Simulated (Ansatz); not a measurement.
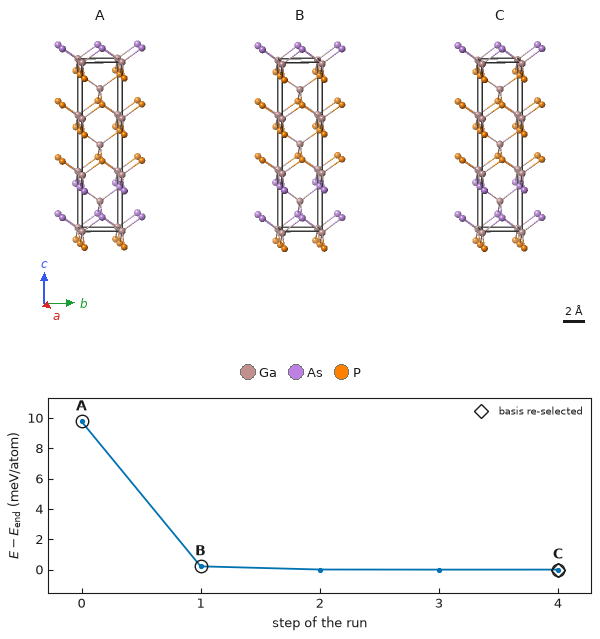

Frames of a relaxation of a crystal of Ga$_{3}$AsP$_{2}$ (set up in P-4m2), marked on the history of the run. The picture is a ball-and-stick view of the cell of the calculation, seen from a free direction.

Case: superlattice of 2 and 4 planes along [0 0 1].

Method: DFT PBE, scalar-relativistic, plane waves, PAW (Ansatz).

Input
```yaml
crystal:
  lattice:
    - [3.9496625071, 0.0, 0.0]
    - [0.0, 3.9496625071, 0.0]
    - [0.0, 0.0, 16.7569988532]
  atoms:
    - { symbol: Ga, position: [0.0, 0.0, 0.0] }
    - { symbol: Ga, position: [0.5, 0.5, 0.1666666667] }
    - { symbol: As, position: [0.0, 0.5, 0.0833333333] }
    - { symbol: As, position: [0.5, 0.0, 0.25] }
    - { symbol: Ga, position: [0.0, 0.0, 0.3333333333] }
    - { symbol: Ga, position: [0.5, 0.5, 0.5] }
    - { symbol: P, position: [0.0, 0.5, 0.4166666667] }
    - { symbol: P, position: [0.5, 0.0, 0.5833333333] }
    - { symbol: Ga, position: [0.0, 0.0, 0.6666666667] }
    - { symbol: Ga, position: [0.5, 0.5, 0.8333333333] }
    - { symbol: P, position: [0.0, 0.5, 0.75] }
    - { symbol: P, position: [0.5, 0.0, 0.9166666667] }
basis:
  ecutwfc: 420
kpoints:
  mp_grid: { grid: [8, 8, 2] }
hamiltonian:
  xc: pbe
scf:
  occupations: { method: gaussian, width: 0.1 }
output:
  forces: true
  stress: true
  eigenvalues: true
  populations: true
relax:
  adjacent_minimum: "off"
  f_tol: 0.01
  max_steps: 45
  cell: { stress_tol: 0.05 }
```

Command:
```bash
ansatz run input.yaml --threads 2 --pin off --max-ram 5120MiB --backend cpu --events-out ev --progress --plain --runs-dir out
```

> Describe the path.

Over 3 accepted moves (4 points after the start) the energy falls by 9.8 meV per atom. The largest force component goes from 0.76 to 0.00082 eV/Å. Pressure: 0.09 GPa at the start and −0.01 GPa at the end. The SCF was repeated once at an unchanged geometry on a basis and grid sized afresh for the cell, which shifted the energy by less than 0.05 meV per atom at most. The largest moves relative to the cell, 0.14 Å, are those of Ga1 and Ga5. Ga5 goes along +c. By element the largest moves are Ga 0.14 Å, P 0.11 Å, As 0.07 Å. Cell: a = b 3.950 → 3.949 Å (0.0 %), c 16.757 → 16.755 Å (0.0 %). Volume −0.1 %. Near-neighbour distances that change, for instance: As4–Ga5 2.419 → 2.460 Å, Ga10–P11 2.419 → 2.397 Å. Among the angles between lasting bonds that change: As3–Ga1–As3 109.5° → 106.7°, Ga2–As4–Ga2 109.5° → 106.8°. The space group stays P-4m2 (No. 115). From step 0 to 1: Ga atoms move most (0.16 Å), energy −9.6 meV per atom. From step 1 to 4: Ga and P atoms move most (0.02 Å), volume −0.2 %, energy −0.2 meV per atom.
